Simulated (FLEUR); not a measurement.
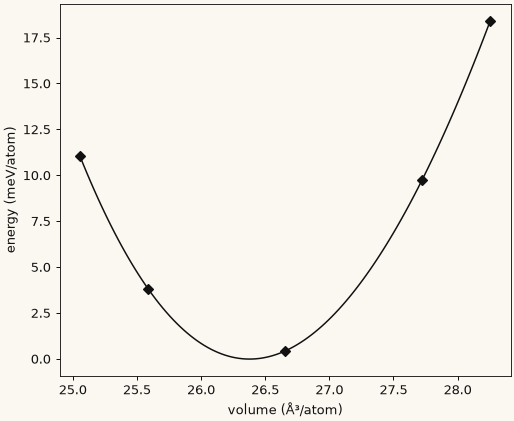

The figure shows the energy against volume for Sn₃Se, space group Pm-3m (No. 221).

Structure:
```
CELL_PARAMETERS angstrom
4.74188 0.00000 0.00000
0.00000 4.74188 0.00000
0.00000 0.00000 4.74188
ATOMIC_POSITIONS crystal
Sn 0.50000 0.50000 0.00000
Sn 0.50000 0.00000 0.50000
Sn 0.00000 0.50000 0.50000
Se 0.00000 0.00000 0.00000
```

Calculation (FLEUR MaX-R8.1 (later development tree)): all-electron LAPW DFT, no spin polarisation; energies at scaled volumes of the given cell, shape and fractions fixed, counted from the fit's minimum, third-order Birch-Murnaghan fit. Level: r2SCAN.

k mesh 6×6×6; occupations Fermi–Dirac; smearing width 0.05 eV; potentials all electron; program settings basis FLAPW, kmax 4.1 1/bohr.

This calculation gives: equilibrium volume 26.38 Å³/atom and bulk modulus 49.3 GPa.

Now the level changes from r2SCAN to PBE. Predict the effect.

The equilibrium volume rises from 26.38 to 26.81 Å³/atom (+1.6 %) and the bulk modulus falls from 49.3 to 47.3 GPa (−4.1 %).

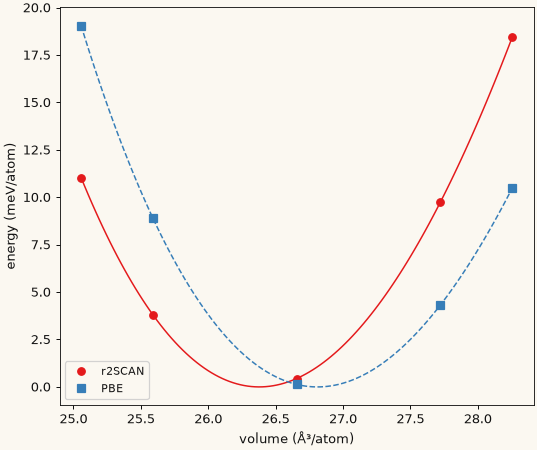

The two results together.

V0 and the bulk modulus come from third-order Birch–Murnaghan fits.
